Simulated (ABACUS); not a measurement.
# Ti: band-structure run

Ti (Im-3m, 1 atom in the cell), computed with Kohn-Sham DFT of a periodic cell, revTPSS, SG15 ONCV 1.2 PBE, no spin polarisation (ABACUS 3.10.1).

The structure derives from an entry of the Crystallography Open Database. It belongs to a series of runs on one base structure; here: bands on the converged density.

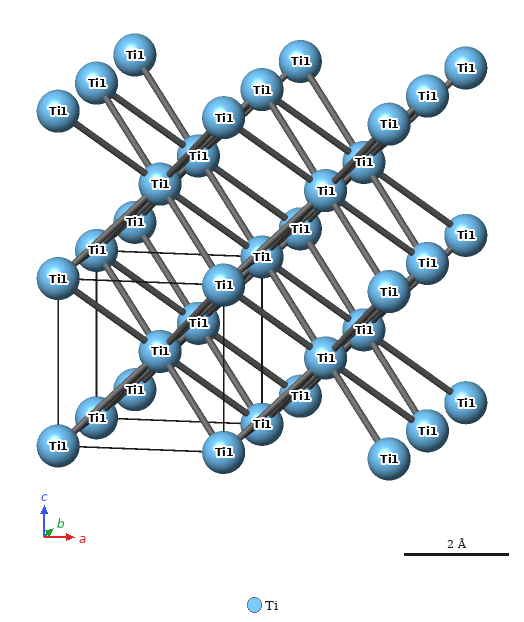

*The structure as given in the input (ball-and-stick view of the cell 2 times as large as that of the calculation, set on its symmetry axes, repeated 2 × 2 × 2, seen slightly off an axis; atoms are numbered from 1 in the order of the input).*

## Input
```
INPUT_PARAMETERS
suffix              Ti
calculation         nscf
basis_type          pw
pseudo_dir          ./
symmetry            -1
dft_functional      MGGA_X_REVTPSS+MGGA_C_REVTPSS
ecutwfc             97.0
pseudo_rcut         10
nspin               1
nbands              16
ks_solver           dav
smearing_method     fd
smearing_sigma      0.00367493
scf_thr             1e-08
scf_nmax            100
mixing_type         broyden
mixing_beta         0.7
mixing_tau          1
init_chg            file
pw_diag_thr         1e-07
out_band            1
kpar                4
```

## File STRU
```
ATOMIC_SPECIES
Ti 47.8670 Ti_ONCV_PBE-1.2.upf

LATTICE_CONSTANT
1.8897261246

LATTICE_VECTORS
2.8422953800 0.0000000000 0.0000000000
-0.9474317931 2.6797417832 0.0000000000
-0.9474317931 -1.3398708911 2.3207244601

ATOMIC_POSITIONS
Direct

Ti
0.0
1
0.0000000000 0.0000000000 0.0000000000 1 1 1
```

## File KPT
```
K_POINTS
8
Line
0.00000000 0.00000000 0.00000000 10 // G
0.50000000 -0.50000000 0.50000000 10 // H
0.00000000 0.00000000 0.50000000 10 // N
0.00000000 0.00000000 0.00000000 10 // G
0.25000000 0.25000000 0.25000000 10 // P
0.50000000 -0.50000000 0.50000000 1 // H
0.25000000 0.25000000 0.25000000 10 // P
0.00000000 0.00000000 0.50000000 1 // N
```

Run on 4 threads of Intel Xeon (Sapphire Rapids), 16 GiB of memory available, shared host.

Command:
```bash
OMP_NUM_THREADS=1 mpirun -np 4 abacus > log
```

## The program's output
```
ABACUS v3.10.1

               Atomic-orbital Based Ab-initio Computation at UStc

 ------------------------------------------------------------------------------------

 READING GENERAL INFORMATION
                           global_out_dir = OUT.Ti/
                           global_in_card = INPUT
                               pseudo_dir = ./
                              orbital_dir =
                                    DSIZE = 4
                                    GSIZE = 1

 READING UNITCELL INFORMATION
                                    ntype = 1
                  lattice constant (Bohr) = 1.88973
              lattice constant (Angstrom) = 1

 READING ATOM TYPE 1
                               atom label = Ti
                      L=0, number of zeta = 1
                      L=1, number of zeta = 1
                      L=2, number of zeta = 1
             number of atom for this type = 1

                        TOTAL ATOM NUMBER = 1
DIRECT COORDINATES
    atom                   x                   y                   z     mag                  vx                  vy                  vz
taud_Ti1            0.0000000000        0.0000000000        0.0000000000  0.0000        0.0000000000        0.0000000000        0.0000000000

                          Volume (Bohr^3) = 119.284
                             Volume (A^3) = 17.676

 Lattice vectors: (Cartesian coordinate: in unit of a_0)
              +2.8423                  +0                  +0
            -0.947432            +2.67974                  +0
            -0.947432            -1.33987            +2.32072
 Reciprocal vectors: (Cartesian coordinate: in unit of 2 pi/a_0)
            +0.351828            +0.12439            +0.21545
                   -0            +0.37317            +0.21545
                   +0                  -0             +0.4309
 The esolver type has been set to : ksdft_pw

                PAO radial cut off (Bohr) = 10

 Read in pseudopotential file is Ti_ONCV_PBE-1.2.upf
                     pseudopotential type = NC
          exchange-correlation functional = PBE
                 nonlocal core correction = 0
                        valence electrons = 12
                                     lmax = 2
                           number of zeta = 0
                     number of projectors = 6
                           L of projector = 0
                           L of projector = 0
                           L of projector = 1
                           L of projector = 1
                           L of projector = 2
                           L of projector = 2
 XC functional updated to : MGGA_X_REVTPSS+MGGA_C_REVTPSS
          exchange-correlation functional = MGGA_X_REVTPSS+MGGA_C_REVTPSS
     initial pseudo atomic orbital number = 0

 SETUP THE ELECTRONS NUMBER
            electron number of element Ti = 12
      total electron number of element Ti = 12
            AUTOSET number of electrons:  = 12
                           occupied bands = 6
                                   NBANDS = 16
                                   NLOCAL = 9

%%%%%%%%%%%%%%%%%%%%%%%%%%%%%%%%%%%%%%%%%%%%%%%%%%%%%%%%%%%%%%%%%%%%%%%%%%%%%%%%%%%%%%%%%%%%%%%%%%%%%%%%%%
 Warning: the number of valence electrons in pseudopotential > 4 for Ti: [Ar] 3d2 4s2
 Pseudopotentials with additional electrons can yield (more) accurate outcomes, but may be less efficient.
 If you're confident that your chosen pseudopotential is appropriate, you can safely ignore this warning.
%%%%%%%%%%%%%%%%%%%%%%%%%%%%%%%%%%%%%%%%%%%%%%%%%%%%%%%%%%%%%%%%%%%%%%%%%%%%%%%%%%%%%%%%%%%%%%%%%%%%%%%%%%

 SETUP THE PLANE WAVE BASIS
 energy cutoff for charge/potential (unit:Ry) = 388
            fft grid for charge/potential = [ 36, 36, 36 ]
                        fft grid division = [ 1, 1, 1 ]
        big fft grid for charge/potential = [ 36, 36, 36 ]
                                     nbxx = 46656
                                     nrxx = 46656

 SETUP PLANE WAVES FOR CHARGE/POTENTIAL
                    number of plane waves = 15587
                         number of sticks = 841

 PARALLEL PW FOR CHARGE/POTENTIAL
     PROC   COLUMNS(POT)             PW
        1            841          15587
 --------------- sum -------------------
        1            841          15587
                            number of |g| = 244
                                  max |g| = 35.0925
                                  min |g| = 0

----------- Double Check Mixing Parameters Begin ------------
mixing_type: broyden
mixing_beta: 0.7
mixing_gg0: 1
mixing_gg0_min: 0.1
mixing_ndim: 8
----------- Double Check Mixing Parameters End ------------

 SETUP K-POINTS
                                    nspin = 1
                                   nkstot = 62
K-POINTS DIRECT COORDINATES
 KPOINTS    DIRECT_X    DIRECT_Y    DIRECT_Z  WEIGHT
       1  0.00000000  0.00000000  0.00000000  1.0000
       2  0.05000000 -0.05000000  0.05000000  1.0000
       3  0.10000000 -0.10000000  0.10000000  1.0000
       4  0.15000000 -0.15000000  0.15000000  1.0000
       5  0.20000000 -0.20000000  0.20000000  1.0000
       6  0.25000000 -0.25000000  0.25000000  1.0000
       7  0.30000000 -0.30000000  0.30000000  1.0000
       8  0.35000000 -0.35000000  0.35000000  1.0000
       9  0.40000000 -0.40000000  0.40000000  1.0000
      10  0.45000000 -0.45000000  0.45000000  1.0000
      11  0.50000000 -0.50000000  0.50000000  1.0000
      12  0.45000000 -0.45000000  0.50000000  1.0000
      13  0.40000000 -0.40000000  0.50000000  1.0000
      14  0.35000000 -0.35000000  0.50000000  1.0000
      15  0.30000000 -0.30000000  0.50000000  1.0000
      16  0.25000000 -0.25000000  0.50000000  1.0000
      17  0.20000000 -0.20000000  0.50000000  1.0000
      18  0.15000000 -0.15000000  0.50000000  1.0000
      19  0.10000000 -0.10000000  0.50000000  1.0000
      20  0.05000000 -0.05000000  0.50000000  1.0000
      21  0.00000000  0.00000000  0.50000000  1.0000
      22  0.00000000  0.00000000  0.45000000  1.0000
      23  0.00000000  0.00000000  0.40000000  1.0000
      24  0.00000000  0.00000000  0.35000000  1.0000
      25  0.00000000  0.00000000  0.30000000  1.0000
      26  0.00000000  0.00000000  0.25000000  1.0000
      27  0.00000000  0.00000000  0.20000000  1.0000
      28  0.00000000  0.00000000  0.15000000  1.0000
      29  0.00000000  0.00000000  0.10000000  1.0000
      30  0.00000000  0.00000000  0.05000000  1.0000
[... 32 further k points ...]

           k-point number in this process = 16
       minimum distributed K point number = 15

[... K-POINTS CARTESIAN COORDINATES: 16 rows ...]

[... K-POINTS DIRECT COORDINATES: 16 rows ...]

 SETUP PLANE WAVES FOR WAVE FUNCTIONS
     energy cutoff for wavefunc (unit:Ry) = 97
              fft grid for wave functions = [ 36, 36, 36 ]
                    number of plane waves = 2587
                         number of sticks = 261

 PARALLEL PW FOR WAVE FUNCTIONS
     PROC   COLUMNS(POT)             PW
        1            261           2587
 --------------- sum -------------------
        1            261           2587

 SETUP NONLOCAL PSEUDOPOTENTIALS IN PLANE WAVE BASIS
 Ti non-local projectors:
 projector 1 L=0
 projector 2 L=0
 projector 3 L=1
 projector 4 L=1
 projector 5 L=2
 projector 6 L=2
      TOTAL NUMBER OF NONLOCAL PROJECTORS = 18

 Init Non-Local PseudoPotential table :
 Init Non-Local-Pseudopotential done.

                                     npwx = 1961

 -------------------------------------------
 NONSELF-CONSISTENT
 -------------------------------------------
                                 init_chg = file
 try to read charge from file
 Read in the charge density: OUT.Ti//Ti-CHARGE-DENSITY.restart
 try to read kinetic energy density from file
 Read in the kinetic energy density: OUT.Ti//Ti-TAU-DENSITY.restart

 PW ALGORITHM --------------- ION=   1  ELEC=   1--------------------------------
 k(1/62) Iter steps (avg)=23 threshold=1e-07
 k(2/62) Iter steps (avg)=22 threshold=1e-07
 k(3/62) Iter steps (avg)=15 threshold=1e-07
 k(4/62) Iter steps (avg)=11 threshold=1e-07
 k(5/62) Iter steps (avg)=11 threshold=1e-07
 k(6/62) Iter steps (avg)=19 threshold=1e-07
 k(7/62) Iter steps (avg)=21 threshold=1e-07
 k(8/62) Iter steps (avg)=17 threshold=1e-07
 k(9/62) Iter steps (avg)=13 threshold=1e-07
 k(10/62) Iter steps (avg)=12 threshold=1e-07
 k(11/62) Iter steps (avg)=10 threshold=1e-07
 k(12/62) Iter steps (avg)=11 threshold=1e-07
 k(13/62) Iter steps (avg)=12 threshold=1e-07
 k(14/62) Iter steps (avg)=14 threshold=1e-07
 k(15/62) Iter steps (avg)=16 threshold=1e-07
 k(16/62) Iter steps (avg)=15 threshold=1e-07
[... levels at 16 k points of this process ...]

 Density error is 0.00000000000
                          Error Threshold = 1.00000000000e-07
----------------------------------------------------------
     Energy           Rydberg                 eV
----------------------------------------------------------
 E_KohnSham     -115.3205671527      -1569.0168098685
 E_KS(sigma->0) -115.3203572172      -1569.0139535492
 E_Harris       -115.3205671527      -1569.0168098685
 E_band         -12.0648581705       -164.1508166808
 E_one_elec     -39.9664725867       -543.7717561398
 E_Hartree      23.2788537108        316.7250533760
 E_xc           -14.1367593393       -192.3404782694
 E_Ewald        -84.4957690665       -1149.6239161967
 E_entropy(-TS) -0.0004198710        -0.0057126386
 E_descf        0.0000000000         0.0000000000
 E_exx          0.0000000000         0.0000000000
 E_Fermi        0.9622850158         13.0925593152
----------------------------------------------------------

 charge density convergence is achieved
 final etot is -1569.0168099 eV
 EFERMI = 13.092559315 eV

 STATE ENERGY(eV) AND OCCUPATIONS    NSPIN == 1
 1/16 kpoint (Cartesian) = 0.0000 0.0000 0.0000 (1961 pws)
       1       -44.3398      0.0322581
       2       -19.9375      0.0322581
       3       -19.9375      0.0322581
       4       -19.9375      0.0322581
       5        7.05272      0.0322581
       6        14.0530    1.46560e-10
       7        14.0530    1.46560e-10
       8        14.0530    1.46560e-10
       9        15.8295    5.44149e-26
      10        15.8295    5.44149e-26
      11        30.2748        0.00000
      12        30.2748        0.00000
      13        30.2748        0.00000
      14        36.0473        0.00000
      15        36.0473        0.00000
      16        39.4715        0.00000

 2/16 kpoint (Cartesian) = 0.017591 -0.012439 0.021545 (1925 pws)
       1       -44.3340      0.0322581
       2       -19.9594      0.0322581
       3       -19.9474      0.0322581
       4       -19.9474      0.0322581
       5        7.22040      0.0322581
       6        14.0357    2.07292e-10
       7        14.0357    2.07292e-10
       8        14.1162    4.14439e-11
       9        15.6795    1.09431e-24
      10        15.8845    1.81178e-26
      11        29.8974        0.00000
      12        30.4203        0.00000
      13        30.4203        0.00000
      14        34.9317        0.00000
      15        36.8717        0.00000
      16        37.8569        0.00000

 3/16 kpoint (Cartesian) = 0.035183 -0.024878 0.043090 (1933 pws)
       1       -44.3174      0.0322581
       2       -20.0193      0.0322581
       3       -19.9764      0.0322581
       4       -19.9764      0.0322581
       5        7.70695      0.0322581
       6        14.0039    3.91478e-10
       7        14.0039    3.91478e-10
       8        14.3015    1.01744e-12
       9        15.2545    5.36909e-21
      10        16.0331    9.27750e-28
      11        29.1799        0.00000
      12        30.6754        0.00000
      13        30.6754        0.00000
      14        32.9051        0.00000
      15        36.4728        0.00000
      16        36.4728        0.00000

 4/16 kpoint (Cartesian) = 0.052774 -0.037317 0.064635 (1934 pws)
       1       -44.2922      0.0322581
       2       -20.1028      0.0322581
       3       -20.0222      0.0322581
       4       -20.0222      0.0322581
       5        8.46135      0.0322581
       6        14.0075    3.64095e-10
       7        14.0075    3.64095e-10
       8        14.5966    2.78373e-15
       9        14.6234    1.62885e-15
      10        16.2301    1.80293e-29
      11        28.5485        0.00000
      12        30.4474        0.00000
      13        30.4474        0.00000
      14        30.9255        0.00000
      15        36.0215        0.00000
      16        36.0215        0.00000

 5/16 kpoint (Cartesian) = 0.070366 -0.049756 0.086180 (1942 pws)
       1       -44.2616      0.0322581
       2       -20.1913      0.0322581
       3       -20.0808      0.0322581
       4       -20.0808      0.0322581
       5        9.38922      0.0322581
       6        13.8782    4.84208e-09
       7        14.1037    5.31673e-11
       8        14.1037    5.31673e-11
       9        14.9801    1.29910e-18
      10        16.4257    3.60846e-31
      11        28.1103        0.00000
      12        29.3462        0.00000
      13        29.3475        0.00000
      14        29.3475        0.00000
      15        36.8318        0.00000
      16        36.8318        0.00000

 6/16 kpoint (Cartesian) = 0.087957 -0.062195 0.10772 (1934 pws)
       1       -44.2291      0.0322581
       2       -20.2682      0.0322581
       3       -20.1470      0.0322581
       4       -20.1470      0.0322581
       5        10.3282      0.0322581
       6        13.1108      0.0132203
       7        14.3388    4.83077e-13
       8        14.3388    4.83077e-13
       9        15.4216    1.90000e-22
      10        16.6398    4.98896e-33
      11        27.7650        0.00000
      12        27.7650        0.00000
      13        27.8474        0.00000
      14        28.3462        0.00000
      15        38.4485        0.00000
      16        38.4485        0.00000

[... levels at 10 further k points ...]

 --------------------------------------------
 !FINAL_ETOT_IS -1569.016809868461 eV
 --------------------------------------------

 Output bands in file: OUT.Ti/BANDS_1.dat
```

## Standard output
```
ABACUS v3.10.1

               Atomic-orbital Based Ab-initio Computation at UStc

 dft_functional readin is: MGGA_X_REVTPSS+MGGA_C_REVTPSS
 dft_functional in pseudopot file is: PBE
 Please make sure this is what you need

%%%%%%%%%%%%%%%%%%%%%%%%%%%%%%%%%%%%%%%%%%%%%%%%%%%%%%%%%%%%%%%%%%%%%%%%%%%%%%%%%%%%%%%%%%%%%%%%%%%%%%%%%
 Warning: the number of valence electrons in pseudopotential > 4 for Ti: [Ar] 3d2 4s2
 Pseudopotentials with additional electrons can yield (more) accurate outcomes, but may be less efficient.
 If you're confident that your chosen pseudopotential is appropriate, you can safely ignore this warning.
%%%%%%%%%%%%%%%%%%%%%%%%%%%%%%%%%%%%%%%%%%%%%%%%%%%%%%%%%%%%%%%%%%%%%%%%%%%%%%%%%%%%%%%%%%%%%%%%%%%%%%%%%

 UNIFORM GRID DIM        : 36 * 36 * 36
 UNIFORM GRID DIM(BIG)   : 36 * 36 * 36
func,idMGGA_X_REVTPSS 212
func,idMGGA_C_REVTPSS 241
 ---------------------------------------------------------
 ---------------------------------------------------------
 SPIN    KPOINTS         PROCESSORS  THREADS
 1       62              4           4
 ---------------------------------------------------------
 Use plane wave basis
 ---------------------------------------------------------
 ELEMENT NATOM       XC
 Ti      1
 ---------------------------------------------------------
 Initial plane wave basis and FFT box
 ---------------------------------------------------------
 -------------------------------------------
 NONSELF-CONSISTENT :
 -------------------------------------------
 START CHARGE      : file
 ITER       ETOT/eV          EDIFF/eV         DRHO         DKIN     TIME/s
 DA1     -1.56901681e+03   0.00000000e+00   0.0000e+00   0.0000e+00  13.18
```

## Key numbers

```json
{"quantity": "outcome", "value": "converged"}
{"quantity": "space group (tolerance 0.01 Å)", "value": "Im-3m (229)"}
{"quantity": "electrons treated", "value": "12"}
{"quantity": "Fermi energy of the self-consistent step", "value": "13.043 eV"}
{"quantity": "wall time", "value": "14 s (CPU time 54 s)"}
{"quantity": "peak memory", "value": "0.36 GiB"}
```
